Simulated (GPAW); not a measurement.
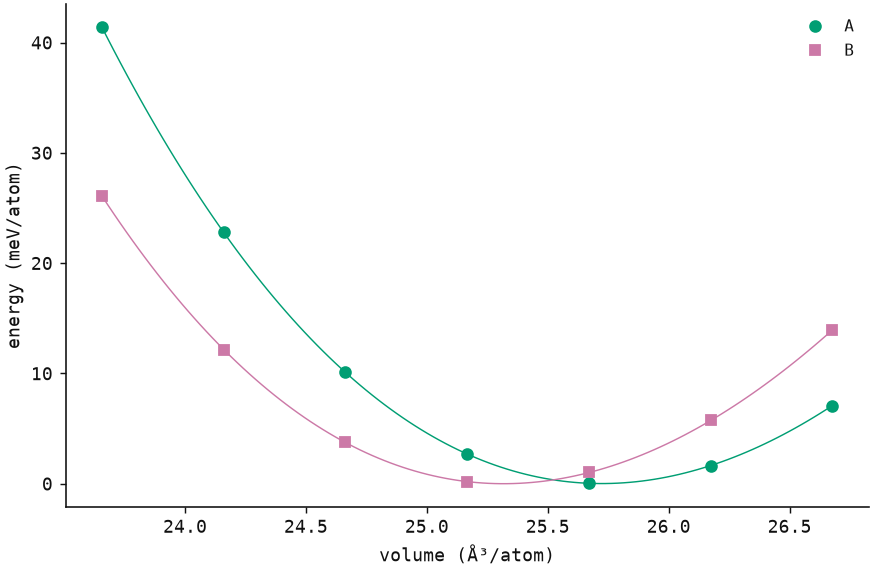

The plot gives the computed energy against volume, with one curve for each functional, for InP (space group F-43m). The labels are replaced by letters. In alphabetical order the cases are: PBEsol; r2SCAN.

Computed with GPAW 26.7.0: PAW DFT in plane waves, on a grid or in atomic orbitals, no spin polarisation; energies at scaled volumes of the given cell, shape and fractions fixed, counted from the fit's minimum, third-order Birch-Murnaghan fit. All runs: no spin polarisation.

- k mesh: 8×8×8
- occupations: Fermi–Dirac
- smearing width: 0.05 eV
- wave cutoff: 600 eV

Which letter stands for which functional?

A: r2SCAN; B: PBEsol.
